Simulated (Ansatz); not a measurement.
# Al: geometry relaxation

The run: geometry relaxation of Al (Fm-3m, 1 atom in the cell). Method and program: DFT PBE+D3(BJ), scalar-relativistic, plane waves, PAW, PAW set soft_1, no spin polarisation (Ansatz 0.2.0).

The structure derives from an entry of the Crystallography Open Database. Figures and captions count atoms from 1; the log counts them from 0 in places.

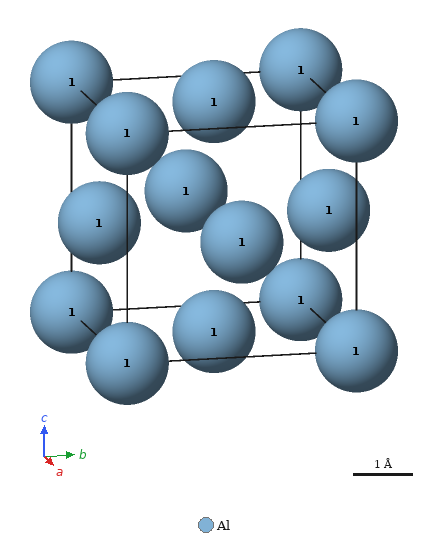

Figure 1. The structure as given in the input (spheres-only view of the cell 4 times as large as that of the calculation, set on its symmetry axes, seen slightly off an axis; atoms are numbered from 1 in the order of the input). An atom can appear more than once, as a periodic image.

## Results in brief

| quantity | value |
| --- | --- |
| outcome | converged |
| space group (tolerance 0.01 Å) | Fm-3m (225) |
| electrons treated | 3 |
| free energy | −537.8463 eV |
| Fermi energy | 8.396 eV |
| gap on the k-point mesh | none (metallic) |
| pressure | −0.02 GPa |
| final volume | 15.79 Å³ |
| largest force (length of the vector) at the end | under 0.001 eV/Å |
| final cell | a = 2.816 Å, b = 2.816 Å, c = 2.816 Å, α = 60.00°, β = 60.00°, γ = 60.00° |
| hardware | 1 thread of Intel Xeon @ 2.50GHz (Skylake/Cascade Lake), 16 GiB of memory available, shared host |
| wall time | 7.5 s |
| peak memory | 0.35 GiB |

## Input file
```yaml
crystal:
  lattice:
    - [0.0, 2.02398, 2.02398]
    - [2.02398, 0.0, 2.02398]
    - [2.02398, 2.02398, 0.0]
  atoms:
    - { symbol: Al, position: [0.0, 0.0, 0.0] }
basis:
  ecutwfc: 420
kpoints:
  mp_grid: { grid: [18, 18, 18] }
hamiltonian:
  xc: pbe
  pseudopotentials: { kind: paw, azcp: { folder: soft_1 } }
  dispersion: d3bj
scf:
  occupations: { method: gaussian, width: 0.1 }
output:
  forces: true
  stress: true
  eigenvalues: true
relax:
  adjacent_minimum: "off"
  f_tol: 0.005
  max_steps: 80
  cell: { stress_tol: 0.05 }
```

Run as:
```bash
ansatz run input.yaml --threads 1 --pin off --max-ram 3072MiB --backend cpu --events-out ev --progress --plain --runs-dir out
```

## Log
```
Engine: ansatz 0.2.0, x86_64-unknown-linux-gnu
Pseudopotentials: kind: paw
Pseudopotential: Al, paw, valence charge 3, recommended cutoff 420 eV (normal), [file]
Functional definition: PBE
  parameter kappa = 0.804
  parameter beta = 0.06672455060314922
  exchange = pbe_x(kappa = kappa, mu = beta*pi^2/3)
  correlation = pbe_c(beta = beta)
Crystal: 1 atoms, lattice volume = 16.582 Å³
Basis set: ecut = 420 eV, 331 PW (Γ), exchange–correlation on 40×40×40 points (8 copies of the dense FFT grid, shifted against one another)
Bands: 6, of which v1, the nominal top of the filled ones, is band 2 counted from 1 (1 counted from 0)
Symmetry: 48 space group operations
Space group: Fm-3m (ITA 225), of the structure as read, at distance tolerance 2.6e-5 Å
k-points: 195 of 5832
Non-local potential: Al, projectors of the file, l = 0: 2, l = 1: 2, l = 2: 1
PAW form: soft (Blöchl's): semilocal exchange-correlation on the pseudo side does not see the compensation charge
PAW one-centre angular grid: Al, 110 points (default); XC on 64 Gauss nodes
Initial density: superposition of atomic densities (chi_scale 0.1, normalization cell)
Initial wavefunctions: pseudopotential atomic-orbital guess
Functional: x = pbe(κ = 0.804, μ = 0.2195149727645171), c = pbe(β = 0.06672455060314922)
SCF iter   1: F=—  HF=-537.869661 eV  |F-HF|=—  |Δ(HF+E_count)|=         —  Δρ=2.25e-2  dr2=8.94e-2  ethr=3.10e-3  ⟨swp⟩=4.3  Hψ=9770  notcnv=0
preconditioner: auto → none  [metal: Δε(μ)=0.011 eV  Ē_g=13.169 eV  σ=0.100 eV  W_gap=0.06  n_scr=0 (ndim 8)  ℏωp=15.8 eV  f_vac=0.000  D(μ)=0.60/eV (n_scr^D=0)]
SCF iter   2: F=—  HF=-537.847423 eV  |F-HF|=—  |Δ(HF+E_count)|=   2.22e-2  Δρ=1.09e-2  dr2=2.09e-2  ethr=2.98e-3  ⟨swp⟩=1.7  Hψ=2880  notcnv=0  defer=25
SCF iter   3: F=—  HF=-537.836470 eV  |F-HF|=—  |Δ(HF+E_count)|=   1.10e-2  Δρ=2.26e-4  dr2=9.46e-6  ethr=6.98e-4  ⟨swp⟩=1.1  Hψ=1100  notcnv=0  defer=92
SCF iter   4: F=—  HF=-537.836455 eV  |F-HF|=—  |Δ(HF+E_count)|=   1.45e-5  Δρ=2.27e-5  dr2=8.76e-8  ethr=3.33e-9  ⟨swp⟩=7.2  Hψ=6885  notcnv=0
SCF iter   5: F=-537.836455 eV  HF=-537.836455 eV  |F-HF|=9.70e-11  |Δ(HF+E_count)|=   5.23e-8  Δρ=1.77e-6  dr2=3.10e-10  ethr=2.92e-9  ⟨swp⟩=2.0  Hψ=3032  notcnv=0
SCF 1 converged in 5 iterations: F = -537.836455 eV  dr2 = 3.10e-10
  greatest PAW one-centre occupation: 0.447 electrons in one spin orbital (limit 2), on the Al atom at site 0 (counted from 0), in its partial waves of l = 0
relax step   1: F+E_penalty+E_count = -537.83645523 eV  Δ(F+E_penalty+E_count) = +0.000e0 eV  max|allowed force component| = 0.000e0 eV/Å  Δτ_max = 0.0000 Å  P = -3.757 GPa  Ω = 16.582 Å³  (5 SCF iters, dr2 threshold 1.00e-7 eV, accepted)
Crystal: 1 atoms, lattice volume = 15.680 Å³
Initial density: handed on by an earlier stage of this run
Initial wavefunctions: those handed on with the density
iter 1 solved again at ethr=1.13e-5 eV; its pass at ethr=3.10e-3 eV (dr2=3.38e-4 eV) is discarded
SCF iter   1: F=—  HF=-537.846810 eV  |F-HF|=—  |Δ(HF+E_count)|=         —  Δρ=1.53e-3  dr2=3.58e-4  ethr=1.13e-5  ⟨swp⟩=1.3  Hψ=11492  notcnv=0
preconditioner: auto → none  [metal: Δε(μ)=0.022 eV  Ē_g=13.635 eV  σ=0.100 eV  W_gap=0.12  n_scr=0 (ndim 8)  ℏωp=16.2 eV  f_vac=0.000  D(μ)=0.58/eV (n_scr^D=0)]
SCF iter   2: F=—  HF=-537.846394 eV  |F-HF|=—  |Δ(HF+E_count)|=   4.16e-4  Δρ=7.53e-4  dr2=8.64e-5  ethr=1.13e-5  ⟨swp⟩=1.0  Hψ=1170  notcnv=0
SCF iter   3: F=—  HF=-537.846256 eV  |F-HF|=—  |Δ(HF+E_count)|=   1.38e-4  Δρ=8.57e-6  dr2=6.60e-9  ethr=3.33e-9  ⟨swp⟩=4.5  Hψ=7015  notcnv=0
SCF iter   4: F=-537.846256 eV  HF=-537.846256 eV  |F-HF|=2.26e-10  |Δ(HF+E_count)|=   9.60e-9  Δρ=1.23e-6  dr2=1.11e-10  ethr=2.20e-10  ⟨swp⟩=2.0  Hψ=3215  notcnv=0
SCF 2 converged in 4 iterations: F = -537.846256 eV  dr2 = 1.11e-10
  greatest PAW one-centre occupation: 0.446 electrons in one spin orbital (limit 2), on the Al atom at site 0 (counted from 0), in its partial waves of l = 0
relax step   2: F+E_penalty+E_count = -537.84625567 eV  Δ(F+E_penalty+E_count) = -9.800e-3 eV  max|allowed force component| = 0.000e0 eV/Å  Δτ_max = 0.0000 Å  P = +0.579 GPa  Ω = 15.680 Å³  energy of the carried Pulay correction = +2.136e-4 eV  (4 SCF iters, dr2 threshold 1.00e-7 eV, accepted)
Crystal: 1 atoms, lattice volume = 15.795 Å³
iter 1 solved again at ethr=2.04e-7 eV; its pass at ethr=3.10e-3 eV (dr2=6.11e-6 eV) is discarded
SCF iter   1: F=—  HF=-537.846433 eV  |F-HF|=—  |Δ(HF+E_count)|=         —  Δρ=2.06e-4  dr2=6.55e-6  ethr=2.04e-7  ⟨swp⟩=2.1  Hψ=10887  notcnv=0
preconditioner: auto → none  [metal: Δε(μ)=0.027 eV  Ē_g=13.571 eV  σ=0.100 eV  W_gap=0.15  n_scr=0 (ndim 8)  ℏωp=16.2 eV  f_vac=0.000  D(μ)=0.59/eV (n_scr^D=0)]
SCF iter   2: F=—  HF=-537.846417 eV  |F-HF|=—  |Δ(HF+E_count)|=   1.65e-5  Δρ=1.01e-4  dr2=1.58e-6  ethr=2.04e-7  ⟨swp⟩=1.0  Hψ=1170  notcnv=0
SCF iter   3: F=-537.846415 eV  HF=-537.846415 eV  |F-HF|=1.83e-10  |Δ(HF+E_count)|=   2.38e-6  Δρ=1.02e-6  dr2=8.96e-11  ethr=3.33e-9  ⟨swp⟩=2.9  Hψ=3612  notcnv=0
SCF 3 converged in 3 iterations: F = -537.846415 eV  dr2 = 8.96e-11
relax step   3: F+E_penalty+E_count = -537.84641451 eV  Δ(F+E_penalty+E_count) = -1.588e-4 eV  max|allowed force component| = 0.000e0 eV/Å  Δτ_max = 0.0000 Å  P = -0.053 GPa  Ω = 15.795 Å³  energy of the carried Pulay correction = +1.858e-4 eV  (3 SCF iters, dr2 threshold 1.00e-7 eV, accepted)
Crystal: 1 atoms, lattice volume = 15.785 Å³
iter 1 solved again at ethr=1.53e-9 eV; its pass at ethr=3.10e-3 eV (dr2=4.60e-8 eV) is discarded
SCF iter   1: F=—  HF=-537.846427 eV  |F-HF|=—  |Δ(HF+E_count)|=         —  Δρ=1.78e-5  dr2=4.93e-8  ethr=1.53e-9  ⟨swp⟩=2.1  Hψ=10868  notcnv=0
preconditioner: auto → none  [metal: Δε(μ)=0.026 eV  Ē_g=13.576 eV  σ=0.100 eV  W_gap=0.15  n_scr=0 (ndim 8)  ℏωp=16.2 eV  f_vac=0.000  D(μ)=0.59/eV (n_scr^D=0)]
SCF iter   2: F=—  HF=-537.846418 eV  |F-HF|=—  |Δ(HF+E_count)|=   8.89e-6  Δρ=8.52e-6  dr2=1.14e-8  ethr=1.53e-9  ⟨swp⟩=1.0  Hψ=1170  notcnv=0
SCF iter   3: F=-537.846418 eV  HF=-537.846418 eV  |F-HF|=4.43e-12  |Δ(HF+E_count)|=   1.73e-8  Δρ=2.24e-7  dr2=3.05e-12  ethr=2.34e-10  ⟨swp⟩=3.0  Hψ=2353  notcnv=0
SCF 4 converged in 3 iterations: F = -537.846418 eV  dr2 = 3.05e-12
relax step   4: F+E_penalty+E_count = -537.84641847 eV  Δ(F+E_penalty+E_count) = -3.963e-6 eV  max|allowed force component| = 0.000e0 eV/Å  Δτ_max = 0.0000 Å  P = -0.001 GPa  Ω = 15.785 Å³  energy of the carried Pulay correction = +1.882e-4 eV  (3 SCF iters, dr2 threshold 7.02e-9 eV, accepted)
Initial wavefunctions: pseudopotential atomic-orbital guess (no wavefunctions were taken with the density)
iter 1 solved again at ethr=3.34e-9 eV; its pass at ethr=3.10e-3 eV (dr2=1.00e-7 eV) is discarded
SCF iter   1: F=—  HF=-537.846278 eV  |F-HF|=—  |Δ(HF+E_count)|=         —  Δρ=2.71e-5  dr2=1.09e-8  ethr=3.34e-9  ⟨swp⟩=3.2  Hψ=13692  notcnv=0
SCF iter   2: F=—  HF=-537.846269 eV  |F-HF|=—  |Δ(HF+E_count)|=   8.76e-6  Δρ=1.38e-5  dr2=2.80e-9  ethr=3.64e-10  ⟨swp⟩=2.0  Hψ=1460  notcnv=0
SCF iter   3: F=-537.846269 eV  HF=-537.846269 eV  |F-HF|=1.59e-11  |Δ(HF+E_count)|=   2.98e-8  Δρ=3.58e-7  dr2=6.20e-12  ethr=1.00e-12  ⟨swp⟩=3.5  Hψ=4481  notcnv=0
SCF 5 converged in 3 iterations: F = -537.846269 eV  dr2 = 6.20e-12
relax step   5: F+E_penalty+E_count = -537.84626889 eV  Δ(F+E_penalty+E_count) = +1.496e-4 eV  max|allowed force component| = 0.000e0 eV/Å  Δτ_max = 0.0000 Å  P = -0.018 GPa  Ω = 15.785 Å³  stress off target by 1.78e-2 GPa  SCF on the basis re-selected at this cell (its energy is not comparable with the rows above)  (3 SCF iters)
```

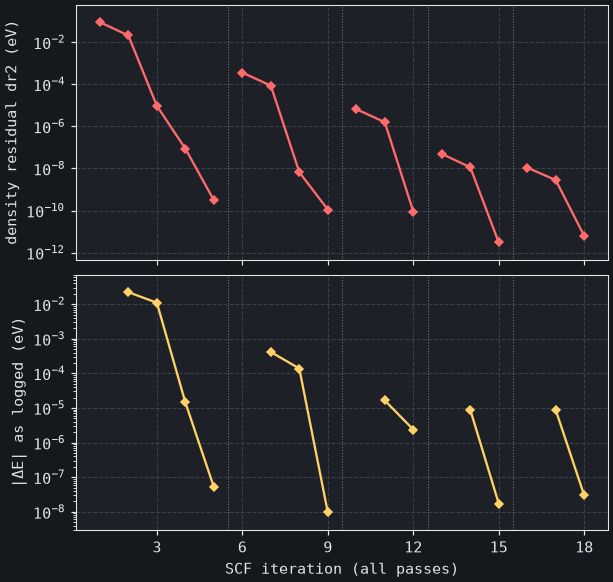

Figure 2. Convergence of the self-consistent field: density residual dr2 and size of the energy change against the SCF iteration. The dotted lines part the SCF passes of the relaxation: geometry steps, rejected trials and re-solves on a re-selected basis. The 5 passes take 3 to 5 iterations each, 18 in all.

```
basis re-selected at this cell: Δ(F+E_penalty+E_count) = +1.496e-4 eV, ΔP = -0.017 GPa vs the last step (what re-selecting the basis moved, of the pressure what is left beyond the Pulay correction that the steps carried, after the strain that the cell walked since its last selection, with what the two solves' SCF thresholds leave and, on support functions, any second-order correction that the steps lacked; it is no measure of the basis error at this ecutwfc). This SCF's stress stands 1.78e-2 GPa from its target on what of the cell is left free (relax.cell.stress_tol is 5.00e-2 GPa) and its largest allowed force component is 0.00e0 eV/Å (relax.f_tol is 5.00e-3 eV/Å): within both
SCF converged after 3 iterations
Free energy (F): -537.846269 eV
Harris-Foulkes:  -537.846269 eV  (|F-HF|=1.59e-11)
Internal energy: -537.843331 eV  (E = F + TS)
E sigma→0 (E₀):  -537.844800 eV
Entropy (-TS):   -0.002938 eV (-2.938 meV/atom)
Fermi energy:    8.395959 eV
--- Per-component energies (eV) ---
  E_band       = 11.577784
  E_kinetic    = 23.175005
  E_local      = 11.199732  (includes V_loc(G=0)·N_el)
  E_nonlocal   = 10.091787
  E_hartree    = 0.109836
  E_xc         = -37.982851
  E_vxc        = -29.556310  (∫ρ·V_xc dr)
  E_paw        = -469.476718  (= ΣΔE_a)
  E_vpaw       = -3.552100  (= ΣTr[D̂ρ^β])
  E_aug_tail   = -0.000003  (compensation charges beyond the density's cutoff)
  E_ewald      = -74.607849
  E_disp       = -0.352270  (pairwise vdW)
  E_smearing   = -0.002938  (= −TS)
  E_closure    = -0.000000  (closes the sum)
  Σ components = -537.846269   (vs F -537.846269, Δ=0.00e0)
--- Forces (eV/Å), atoms counted from 1 ---
  atom   1  Al    -0.00000000    -0.00000000     0.00000000
  max |Σ_I F_I| component: 1.28e-33 eV/Å
--- Stress (GPa, compression-positive) ---
       -0.017783      -0.000000       0.000000
       -0.000000      -0.017783      -0.000000
        0.000000      -0.000000      -0.017783
  P = ⅓ Tr σ = -0.0178 GPa (-0.178 kbar)
--- Band table (eV; the first three rows and the last of 195) ---
  k-point 0: bands = ["-3.0302", "21.1686", "21.1686", "21.1686", "23.1099", "23.1099"]
  k-point 1: bands = ["-2.9439", "19.7188", "20.9139", "20.9139", "23.4996", "23.4996"]
  k-point 2: bands = ["-2.6853", "17.4750", "20.4495", "20.4495", "23.6132", "24.3441"]
  k-point 194: bands = ["7.0554", "8.0009", "8.3431", "9.9573", "23.1865", "24.7591"]
--- Relaxed structure (4 steps of the walk, 4 accepted, 1 SCFs on fresh bases) ---
  F+E_penalty+E_count = -537.84626889 eV   max|allowed force component| = 0.000e0 eV/Å   (the final SCF, on the basis selected at the relaxed cell)
  cell:  # Å, volume = 15.7855 Å³
    - [1.24358923677858e-33, 1.9910220783991872, 1.9910220783991872]
    - [1.9910220783991872, 9.076131433595268e-34, 1.9910220783991872]
    - [1.9910220783991872, 1.9910220783991872, -1.9903797003498396e-34]
  atoms:
    - { symbol: Al, position: [0.0, 0.0, 0.0] }
```

## Trajectory as extended XYZ (Å, eV, eV/Å), 5 frames, from step=1 to step=5
```
1
Lattice="0.0000 2.0240 2.0240 2.0240 0.0000 2.0240 2.0240 2.0240 0.0000" Properties=species:S:1:pos:R:3:forces:R:3 step=1 energy=-537.83646 pressure_GPa=-3.76
Al    0.0000    0.0000    0.0000    0.0000   0.0000   0.0000
1
Lattice="0.0000 1.9866 1.9866 1.9866 0.0000 1.9866 1.9866 1.9866 0.0000" Properties=species:S:1:pos:R:3:forces:R:3 step=2 energy=-537.84626 pressure_GPa=0.58
Al    0.0000    0.0000    0.0000    0.0000   0.0000   0.0000
1
Lattice="0.0000 1.9914 1.9914 1.9914 0.0000 1.9914 1.9914 1.9914 0.0000" Properties=species:S:1:pos:R:3:forces:R:3 step=3 energy=-537.84641 pressure_GPa=-0.05
Al    0.0000    0.0000    0.0000    0.0000   0.0000   0.0000
1
Lattice="0.0000 1.9910 1.9910 1.9910 0.0000 1.9910 1.9910 1.9910 0.0000" Properties=species:S:1:pos:R:3:forces:R:3 step=4 energy=-537.84642 pressure_GPa=-0.00
Al    0.0000    0.0000    0.0000    0.0000   0.0000   0.0000
1
Lattice="0.0000 1.9910 1.9910 1.9910 0.0000 1.9910 1.9910 1.9910 0.0000" Properties=species:S:1:pos:R:3:forces:R:3 step=5 energy=-537.84627 pressure_GPa=-0.02
Al    0.0000    0.0000    0.0000    0.0000   0.0000   0.0000
```

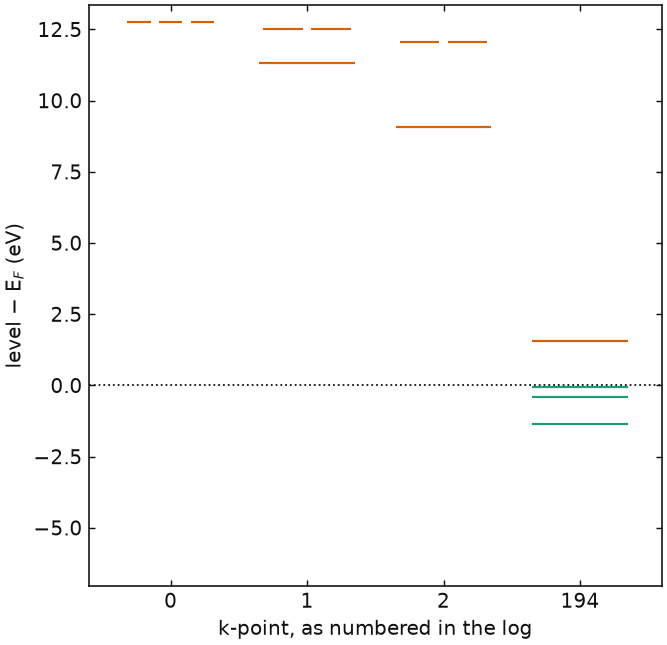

Figure 3. Kohn–Sham levels near the Fermi level (dotted) at the few k-points that the log prints; levels within 0.02 eV of each other stand side by side. The system is metallic on the full mesh.
